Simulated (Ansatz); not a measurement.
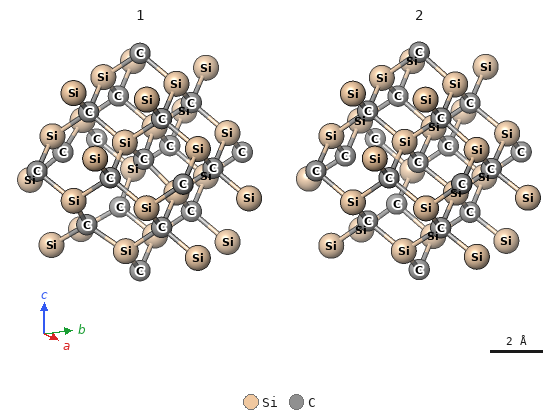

Two geometries of a defect cell of composition Si31C32 (cell charge +1), drawn at one scale. One is the start of a relaxation, the other its converged end. A ball-and-stick model of the atoms within 5.0 Å of the atom that moves most (axes of the cell of the calculation (origin shifted)), seen slightly off an axis.

Level of theory: DFT, PBEsol, PAW, plane waves (Ansatz). (plane-wave cutoff 420 eV; k-point mesh 1 × 1 × 1; mesh shifted by (0.25, 0.25, 0.25); collinear spin; atoms relaxed in a fixed cell; force threshold 0.03 eV/Å; at most 80 steps)

Q: Which one is relaxed?

A: Structure 1 is the relaxed one. The atom that moves furthest is a C atom (0.23 Å along [1 1 1]). Largest moves by element: C 0.23 Å, Si 0.07 Å. The cell doesn't change. Some distances before and after: C–Si 1.928 → 1.839 Å, C–Si 1.960 → 1.874 Å, C–Si 1.807 → 1.883 Å, C–Si 1.949 → 1.890 Å. Bond angles that change, for instance: Si–C–Si 105.8° → 115.4°, C–Si–C 111.9° → 103.3°, C–Si–C 111.4° → 103.2°. Over 4 accepted moves (5 points after the start) the energy falls by 1.866 eV per cell of the calculation. The largest force component goes from 2.1 to 0.0037 eV/Å. The line search rejected the trial step at point 3 of the run. The run took 64 s on 7 threads of Arm Neoverse-V2, peak memory 1.7 GiB.

Limits of the set-up: the cell is charged, on a uniform background, and energies carry no finite-size correction.
